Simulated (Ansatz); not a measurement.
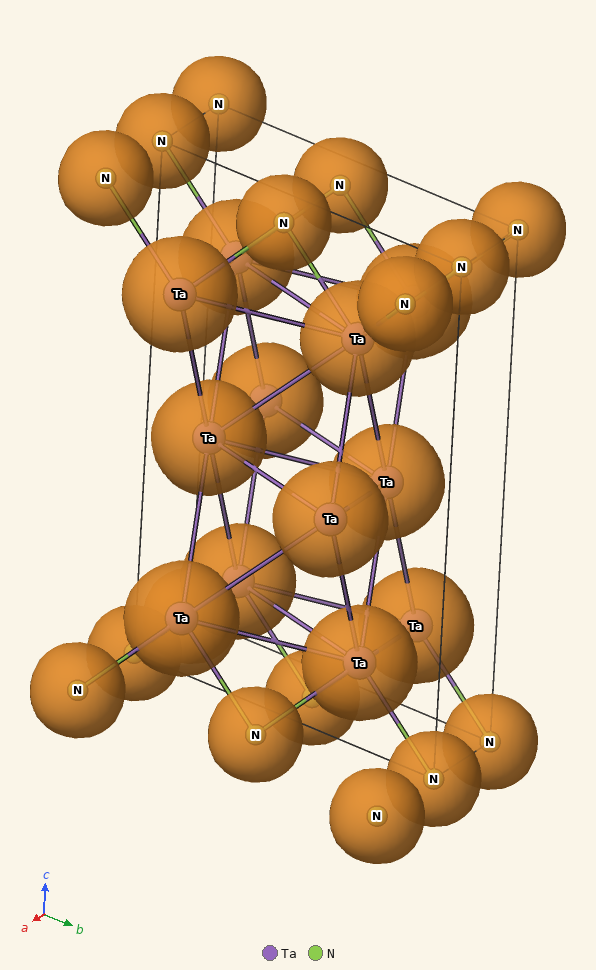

Ta₃N. Isosurface of the valence electron density at 1 e/Å³ (orange), seen slightly off an axis. Sticks mark near contacts.

Space group P-3m1; a structure from a database of computed crystals, not necessarily the ambient phase.

Theory: Ansatz 0.2.0, DFT PBEsol, scalar-relativistic, plane waves, PAW.

The density is the valence pseudo-density of a PAW calculation; it isn't the true density close to the nuclei.

Input

```
crystal:
  lattice:
    - [-3.0005045844, 0.0, 0.0]
    - [0.0, 5.1970263885, 0.0]
    - [1.5002522922, -2.5985131942, -7.4499251172]
  atoms:
    - { symbol: Ta, position: [0.25, 0.25, 0.5] }
    - { symbol: Ta, position: [0.75, 0.75, 0.5] }
    - { symbol: Ta, position: [0.9137070058, 0.2470403391, 0.8274140116] }
    - { symbol: Ta, position: [0.4137070058, 0.7470403391, 0.8274140116] }
    - { symbol: Ta, position: [0.0862929942, 0.7529596609, 0.1725859884] }
    - { symbol: Ta, position: [0.5862929942, 0.2529596609, 0.1725859884] }
    - { symbol: "N", position: [0.5, 0.5, 1.0] }
    - { symbol: "N", position: [0.0, 0.0, 1.0] }
basis:
  ecutwfc: 420
kpoints:
  mp_grid: { grid: [12, 12, 12] }
hamiltonian:
  xc: pbesol
scf:
  occupations: { method: gaussian, width: 0.15 }
output:
  forces: true
  stress: true
  eigenvalues: true
  write_density: true
  write_potential: true
  elf: true
  volumetric_format: npy
```

Run with:

```sh
ansatz run input.yaml --threads 2 --pin off --max-ram 5120MiB --backend cpu --events-out ev --progress --plain --runs-dir out
```

Question: Which contacts does the surface bridge?

Answer: At this value the density breaks into separate islands; it holds about 60 % of the electrons treated as valence (semicore included). It bridges none of the near contacts. It is pinched off along the sampled Ta–N (2.16 Å), Ta–Ta (2.99 Å) and Ta–Ta (3.10 Å) contacts. On the grid the lowest density along these lines, outside the cores, is 0.61 e/Å³ (Ta–N, 2.16 Å), 0.27 e/Å³ (Ta–Ta, 2.99 Å) and 0.24 e/Å³ (Ta–Ta, 3.10 Å).

Question: Does the calculation give a band gap?

Answer: It is gapless in this calculation (a metal or semimetal); semilocal functionals without U, or without the true magnetic order, often close the gap of such compounds.
